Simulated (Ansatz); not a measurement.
Geometry relaxation, with input and output: ZnSe (part 1 of 2)

System: ZnSe (F-43m, 2 atoms in the cell).
Method: DFT PBE, scalar-relativistic, plane waves, PAW, no spin polarisation (Ansatz 0.2.0).

The structure derives from an entry of the Crystallography Open Database. It belongs to a series of runs on one base structure; here: relaxed at 7 GPa.

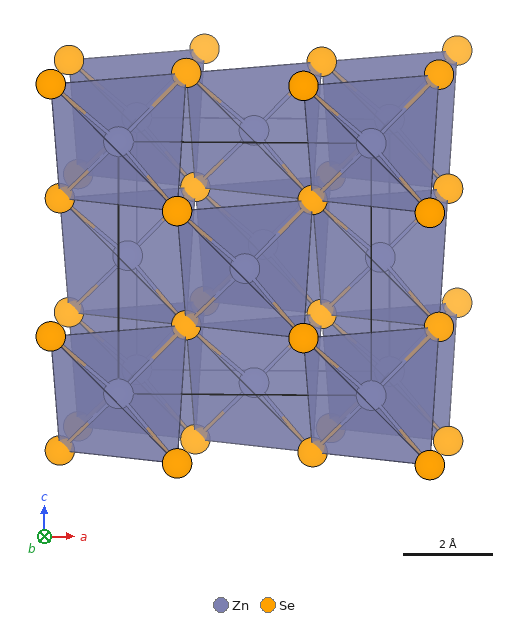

The starting structure (polyhedral view of the cell 4 times as large as that of the calculation, set on its symmetry axes, seen at an oblique angle; polyhedra are completed across the faces of the cell).

Input
```yaml
crystal:
  lattice:
    - [0.0, 2.8663043628, 2.8663043628]
    - [2.8663043628, 0.0, 2.8663043628]
    - [2.8663043628, 2.8663043628, 0.0]
  atoms:
    - { symbol: Zn, position: [0.0, 0.0, 0.0] }
    - { symbol: Se, position: [0.75, 0.75, 0.75] }
basis:
  ecutwfc: 420
kpoints:
  mp_grid: { grid: [8, 8, 8] }
hamiltonian:
  xc: pbe
scf:
  occupations: { method: fixed }
output:
  forces: true
  stress: true
  eigenvalues: true
  write_density: true
  write_potential: true
  elf: true
  volumetric_format: npy
relax:
  adjacent_minimum: "off"
  f_tol: 0.001
  max_steps: 60
  cell: { stress_tol: 0.02, p_target: 7.0 }
```

Hardware: 1 thread of Intel Xeon (Granite Rapids), 32 GiB of memory available, shared host.

Command:
```bash
ansatz run input.yaml --threads 1 --pin off --max-ram 3072MiB --backend cpu --events-out ev --progress --plain --runs-dir out
```

What the program printed
```
Engine: ansatz 0.2.0, x86_64-unknown-linux-gnu
Pseudopotentials: kind: paw
Pseudopotential: Zn, paw, valence charge 12, recommended cutoff 420 eV (normal), Zn.paw.azcp
Pseudopotential: Se, paw, valence charge 16, recommended cutoff 420 eV (normal), Se.paw.azcp
Functional definition: PBE
  parameter kappa = 0.804
  parameter beta = 0.06672455060314922
  exchange = pbe_x(kappa = kappa, mu = beta*pi^2/3)
  correlation = pbe_c(beta = beta)
Crystal: 2 atoms, lattice volume = 47.097 Å³
Basis set: ecut = 420 eV, 941 PW (Γ), exchange–correlation on 60×60×60 points (8 copies of the dense FFT grid, shifted against one another)
Bands: 18, of which v1, the nominal top of the filled ones, is band 14 counted from 1 (13 counted from 0)
Symmetry: 24 space group operations
Space group: F-43m (ITA 216), of the structure as read, at distance tolerance 3.6e-5 Å
k-points: 29 of 512 (time reversal used)
Non-local potential: Zn, projectors of the file, l = 0: 2, l = 1: 2, l = 2: 3, l = 3: 1
Non-local potential: Se, projectors of the file, l = 0: 2, l = 1: 2, l = 2: 3, l = 3: 1
PAW form: soft (Blöchl's): semilocal exchange-correlation on the pseudo side does not see the compensation charge
PAW one-centre angular grid: Zn, 590 points (default); XC on 64 Gauss nodes
PAW one-centre angular grid: Se, 590 points (default); XC on 64 Gauss nodes
Initial density: superposition of atomic densities (neutral atoms: chi_scale 0, normalization atom), corrected by the library's trained network
Initial wavefunctions: pseudopotential atomic-orbital guess
Functional: x = pbe(κ = 0.804, μ = 0.2195149727645171), c = pbe(β = 0.06672455060314922)
SCF iter   1: F=—  HF=-8789.536567 eV  |F-HF|=—  |Δ(HF+E_count)|=         —  Δρ=7.96e-4  dr2=4.98e-4  ethr=1.77e-3  ⟨swp⟩=5.0  Hψ=2373  notcnv=0  defer=51
preconditioner: auto → none  [insulator: Δε(μ)=1.145 eV  Ē_g=11.753 eV  n_scr=14 (ndim 8)  ℏωp=23.0 eV  f_vac=0.132  ε∞_Penn≈4.8]
SCF iter   2: F=—  HF=-8789.536328 eV  |F-HF|=—  |Δ(HF+E_count)|=   2.40e-4  Δρ=3.99e-4  dr2=3.90e-5  ethr=1.78e-6  ⟨swp⟩=2.1  Hψ=994  notcnv=0  defer=53
SCF iter   3: F=—  HF=-8789.536348 eV  |F-HF|=—  |Δ(HF+E_count)|=   2.04e-5  Δρ=1.83e-4  dr2=1.06e-5  ethr=1.39e-7  ⟨swp⟩=2.0  Hψ=765  notcnv=0  defer=33
SCF iter   4: F=—  HF=-8789.536351 eV  |F-HF|=—  |Δ(HF+E_count)|=   2.80e-6  Δρ=7.78e-5  dr2=1.28e-6  ethr=3.77e-8  ⟨swp⟩=2.0  Hψ=754  notcnv=0  defer=37
iter 5 did not close the SCF: its close was put off for the readings that it lacked (scf_convergence_deferred on its scf_iter line)
SCF iter   5: F=-8789.536356 eV  HF=-8789.536356 eV  |F-HF|=8.06e-8  |Δ(HF+E_count)|=   5.07e-6  Δρ=8.20e-6  dr2=2.50e-8  ethr=4.56e-9  ⟨swp⟩=2.0  Hψ=783  notcnv=0  defer=53
SCF iter   6: F=-8789.536356 eV  HF=-8789.536356 eV  |F-HF|=2.16e-9  |Δ(HF+E_count)|=   9.56e-8  Δρ=2.61e-6  dr2=2.31e-9  ethr=8.93e-11  ⟨swp⟩=7.6  Hψ=3549  notcnv=0
SCF 1 converged in 6 iterations: F = -8789.536356 eV  dr2 = 2.31e-9
  greatest PAW one-centre occupation: 1.000 electrons in one spin orbital (limit 2), on the Se atom at site 1 (counted from 0), in its partial waves of l = 2
relax step   1: F+E_penalty+E_count = -8789.53635616 eV  Δ(F+E_penalty+E_count) = +0.000e0 eV  max|allowed force component| = 1.180e-16 eV/Å  Δτ_max = 0.0000 Å  P = +0.007 GPa  Ω = 47.097 Å³  (6 SCF iters, dr2 threshold 1.00e-7 eV, accepted)
Crystal: 2 atoms, lattice volume = 42.805 Å³
Basis set: ecut = 420 eV, 869 PW (Γ), exchange–correlation on 60×60×60 points (8 copies of the dense FFT grid, shifted against one another)
Initial density: handed on by an earlier stage of this run
Initial wavefunctions: those handed on with the density
iter 1 solved again at ethr=1.67e-5 eV; its pass at ethr=3.10e-3 eV (dr2=4.67e-3 eV) is discarded
SCF iter   1: F=—  HF=-8789.455600 eV  |F-HF|=—  |Δ(HF+E_count)|=         —  Δρ=3.09e-3  dr2=4.71e-3  ethr=1.67e-5  ⟨swp⟩=1.8  Hψ=2946  notcnv=0  defer=53
preconditioner: auto → none  [insulator: Δε(μ)=1.525 eV  Ē_g=12.270 eV  n_scr=14 (ndim 8)  ℏωp=24.1 eV  f_vac=0.084  ε∞_Penn≈4.9]
SCF iter   2: F=—  HF=-8789.454937 eV  |F-HF|=—  |Δ(HF+E_count)|=   6.64e-4  Δρ=2.09e-3  dr2=1.05e-3  ethr=1.67e-5  ⟨swp⟩=2.1  Hψ=752  notcnv=0  defer=53
SCF iter   3: F=—  HF=-8789.455119 eV  |F-HF|=—  |Δ(HF+E_count)|=   1.83e-4  Δρ=9.20e-4  dr2=3.33e-4  ethr=3.73e-6  ⟨swp⟩=2.0  Hψ=817  notcnv=0  defer=53
SCF iter   4: F=—  HF=-8789.454959 eV  |F-HF|=—  |Δ(HF+E_count)|=   1.60e-4  Δρ=2.47e-4  dr2=1.43e-5  ethr=1.19e-6  ⟨swp⟩=2.0  Hψ=817  notcnv=0  defer=53
SCF iter   5: F=—  HF=-8789.454961 eV  |F-HF|=—  |Δ(HF+E_count)|=   1.90e-6  Δρ=3.27e-5  dr2=5.57e-7  ethr=5.09e-8  ⟨swp⟩=2.0  Hψ=728  notcnv=0
SCF iter   6: F=-8789.454961 eV  HF=-8789.454961 eV  |F-HF|=1.63e-8  |Δ(HF+E_count)|=   5.89e-8  Δρ=9.01e-6  dr2=1.99e-8  ethr=7.14e-10  ⟨swp⟩=10.2  Hψ=4590  notcnv=0
SCF 2 converged in 6 iterations: F = -8789.454961 eV  dr2 = 1.99e-8
  Residual-converged pass: ⟨swp⟩=1.0  Hψ=638  notcnv=0  max |occ|·‖R‖ = 7.1e-9 eV (tolerance 1.0e-8 eV)  dr2=1.99e-8  dr2_onsite=9.85e-9  max |Δocc| = 0.0e0
relax step   2: F+E_penalty+E_count = -8789.45496146 eV  Δ(F+E_penalty+E_count) = +8.139e-2 eV  max|allowed force component| = 5.435e-17 eV/Å  Δτ_max = 0.0000 Å  P = +6.747 GPa  Ω = 42.805 Å³  energy of the carried Pulay correction = +1.434e-3 eV  (6 SCF iters, dr2 threshold 2.00e-7 eV, accepted)
Crystal: 2 atoms, lattice volume = 42.659 Å³
iter 1 solved again at ethr=2.67e-8 eV; its pass at ethr=3.10e-3 eV (dr2=7.47e-6 eV) is discarded
SCF iter   1: F=—  HF=-8789.448726 eV  |F-HF|=—  |Δ(HF+E_count)|=         —  Δρ=1.21e-4  dr2=6.31e-6  ethr=2.67e-8  ⟨swp⟩=2.2  Hψ=2640  notcnv=0  defer=3
preconditioner: auto → none  [insulator: Δε(μ)=1.554 eV  Ē_g=12.250 eV  n_scr=14 (ndim 8)  ℏωp=24.1 eV  f_vac=0.096  ε∞_Penn≈4.9]
SCF iter   2: F=—  HF=-8789.448724 eV  |F-HF|=—  |Δ(HF+E_count)|=   2.56e-6  Δρ=7.20e-5  dr2=1.43e-6  ethr=2.25e-8  ⟨swp⟩=2.0  Hψ=717  notcnv=0  defer=5
SCF iter   3: F=—  HF=-8789.448724 eV  |F-HF|=—  |Δ(HF+E_count)|=   6.34e-7  Δρ=4.57e-5  dr2=6.77e-7  ethr=5.11e-9  ⟨swp⟩=2.0  Hψ=777  notcnv=0  defer=14
SCF iter   4: F=-8789.448724 eV  HF=-8789.448724 eV  |F-HF|=3.22e-9  |Δ(HF+E_count)|=   3.69e-7  Δρ=8.64e-6  dr2=1.94e-8  ethr=5.73e-10  ⟨swp⟩=8.2  Hψ=3956  notcnv=0
SCF 3 converged in 4 iterations: F = -8789.448724 eV  dr2 = 1.94e-8
relax step   3: F+E_penalty+E_count = -8789.44872401 eV  Δ(F+E_penalty+E_count) = +6.237e-3 eV  max|allowed force component| = 3.180e-17 eV/Å  Δτ_max = 0.0000 Å  P = +7.042 GPa  Ω = 42.659 Å³  energy of the carried Pulay correction = +1.485e-3 eV  (4 SCF iters, dr2 threshold 1.61e-7 eV, accepted)
Crystal: 2 atoms, lattice volume = 42.679 Å³
iter 1 solved again at ethr=5.45e-10 eV; its pass at ethr=3.10e-3 eV (dr2=1.52e-7 eV) is discarded
SCF iter   1: F=—  HF=-8789.449610 eV  |F-HF|=—  |Δ(HF+E_count)|=         —  Δρ=1.60e-5  dr2=1.43e-7  ethr=5.45e-10  ⟨swp⟩=2.2  Hψ=2631  notcnv=0
preconditioner: auto → none  [insulator: Δε(μ)=1.552 eV  Ē_g=12.247 eV  n_scr=14 (ndim 8)  ℏωp=24.1 eV  f_vac=0.096  ε∞_Penn≈4.9]
SCF iter   2: F=—  HF=-8789.449607 eV  |F-HF|=—  |Δ(HF+E_count)|=   2.36e-6  Δρ=1.10e-5  dr2=2.80e-8  ethr=5.10e-10  ⟨swp⟩=2.0  Hψ=751  notcnv=0
SCF iter   3: F=—  HF=-8789.449607 eV  |F-HF|=—  |Δ(HF+E_count)|=   4.92e-9  Δρ=4.12e-6  dr2=7.53e-9  ethr=1.00e-10  ⟨swp⟩=2.0  Hψ=752  notcnv=0
SCF iter   4: F=-8789.449607 eV  HF=-8789.449607 eV  |F-HF|=3.64e-11  |Δ(HF+E_count)|=   3.38e-9  Δρ=9.77e-7  dr2=2.17e-10  ethr=1.58e-11  ⟨swp⟩=8.1  Hψ=3259  notcnv=0
SCF 4 converged in 4 iterations: F = -8789.449607 eV  dr2 = 2.17e-10
relax step   4: F+E_penalty+E_count = -8789.44960747 eV  Δ(F+E_penalty+E_count) = -8.835e-4 eV  max|allowed force component| = 4.452e-17 eV/Å  Δτ_max = 0.0000 Å  P = +7.001 GPa  Ω = 42.679 Å³  energy of the carried Pulay correction = +1.478e-3 eV  (4 SCF iters, dr2 threshold 4.42e-9 eV, accepted)
Basis set: ecut = 420 eV, 869 PW (Γ), exchange–correlation on 54×54×54 points (8 copies of the dense FFT grid, shifted against one another)
Initial wavefunctions: pseudopotential atomic-orbital guess (no wavefunctions were taken with the density)
iter 1 solved again at ethr=2.41e-8 eV; its pass at ethr=3.10e-3 eV (dr2=6.75e-6 eV) is discarded
SCF iter   1: F=—  HF=-8789.448200 eV  |F-HF|=—  |Δ(HF+E_count)|=         —  Δρ=1.38e-4  dr2=2.25e-6  ethr=2.41e-8  ⟨swp⟩=3.4  Hψ=3848  notcnv=0  defer=52
SCF iter   2: F=—  HF=-8789.448208 eV  |F-HF|=—  |Δ(HF+E_count)|=   7.57e-6  Δρ=1.82e-4  dr2=6.62e-6  ethr=8.03e-9  ⟨swp⟩=2.6  Hψ=988  notcnv=0  defer=37
SCF iter   3: F=—  HF=-8789.448208 eV  |F-HF|=—  |Δ(HF+E_count)|=   5.99e-7  Δρ=4.42e-5  dr2=6.97e-7  ethr=8.03e-9  ⟨swp⟩=2.0  Hψ=757  notcnv=0  defer=38
SCF iter   4: F=—  HF=-8789.448208 eV  |F-HF|=—  |Δ(HF+E_count)|=   5.79e-7  Δρ=9.08e-6  dr2=2.01e-8  ethr=2.49e-9  ⟨swp⟩=2.0  Hψ=754  notcnv=0  defer=38
SCF iter   5: F=—  HF=-8789.448208 eV  |F-HF|=—  |Δ(HF+E_count)|=  3.31e-10  Δρ=2.78e-6  dr2=1.20e-9  ethr=7.18e-11  ⟨swp⟩=2.0  Hψ=929  notcnv=0  defer=38
SCF iter   6: F=—  HF=-8789.448208 eV  |F-HF|=—  |Δ(HF+E_count)|=   1.44e-9  Δρ=3.14e-7  dr2=1.13e-11  ethr=4.27e-12  ⟨swp⟩=2.1  Hψ=804  notcnv=0  defer=38
SCF iter   7: F=-8789.448208 eV  HF=-8789.448208 eV  |F-HF|=1.82e-12  |Δ(HF+E_count)|=  3.27e-11  Δρ=6.74e-8  dr2=7.80e-13  ethr=1.00e-12  ⟨swp⟩=7.6  Hψ=2809  notcnv=0
SCF 5 converged in 7 iterations: F = -8789.448208 eV  dr2 = 7.80e-13
relax step   5: F+E_penalty+E_count = -8789.44820765 eV  Δ(F+E_penalty+E_count) = +1.400e-3 eV  max|allowed force component| = 1.388e-17 eV/Å  Δτ_max = 0.0000 Å  P = +6.994 GPa  Ω = 42.679 Å³  stress off target by 5.84e-3 GPa  SCF on the basis re-selected at this cell (its energy is not comparable with the rows above)  (7 SCF iters)
```

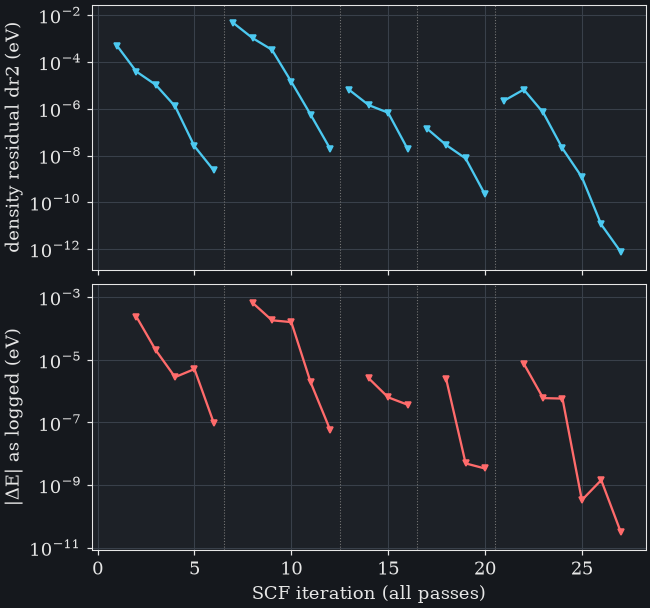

Convergence of the self-consistent field: density residual dr2 and size of the energy change against the SCF iteration. The dotted lines part the SCF passes of the relaxation: geometry steps, rejected trials and re-solves on a re-selected basis. The 5 passes take 4 to 7 iterations each, 27 in all.
